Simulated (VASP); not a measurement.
PtSe$_{2}$

```
CELL_PARAMETERS angstrom
6.26179 0.00000 0.00000
0.00000 6.26179 0.00000
0.00000 0.00000 6.26179
ATOMIC_POSITIONS crystal
Pt 0.00000 0.00000 0.00000
Pt 0.50000 0.50000 0.00000
Pt 0.50000 0.00000 0.50000
Pt 0.00000 0.50000 0.50000
Se 0.25000 0.25000 0.25000
Se 0.75000 0.75000 0.25000
Se 0.75000 0.25000 0.75000
Se 0.25000 0.75000 0.75000
Se 0.75000 0.25000 0.25000
Se 0.25000 0.75000 0.25000
Se 0.25000 0.25000 0.75000
Se 0.75000 0.75000 0.75000
```

Space group Fm-3m; a generated structure, not necessarily the stable one; computed pressure about −3 GPa in this cell.

The calculation used Kohn-Sham DFT of a periodic cell, PBEsol, VASP PAW PBE potentials, recommended (VASP).

**Predict the valence pseudo-density and electron localisation function between the atoms.**

Pt–Se (2.71 Å): the density is about 0.38 e/Å³ at the midpoint; the ELF is about 0.40 at the midpoint.

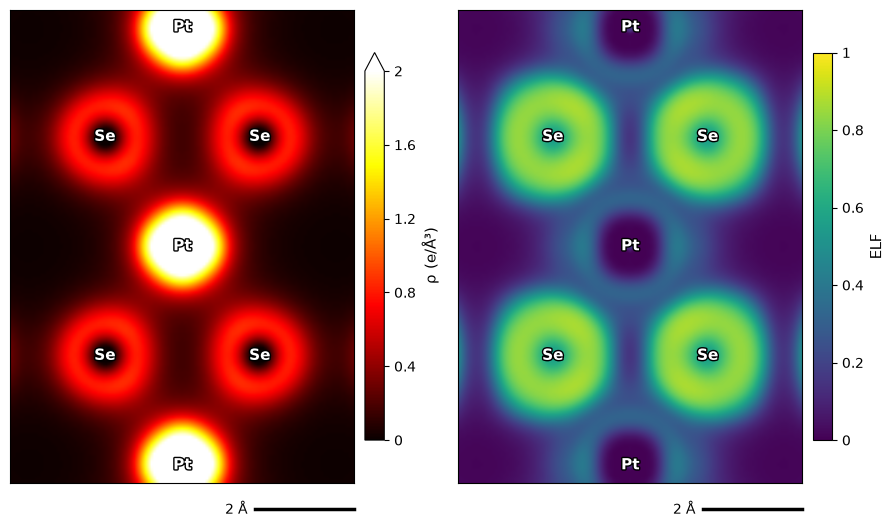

Computed valence pseudo-density and electron localisation function on the (110) plane of the conventional cell, in this order. 
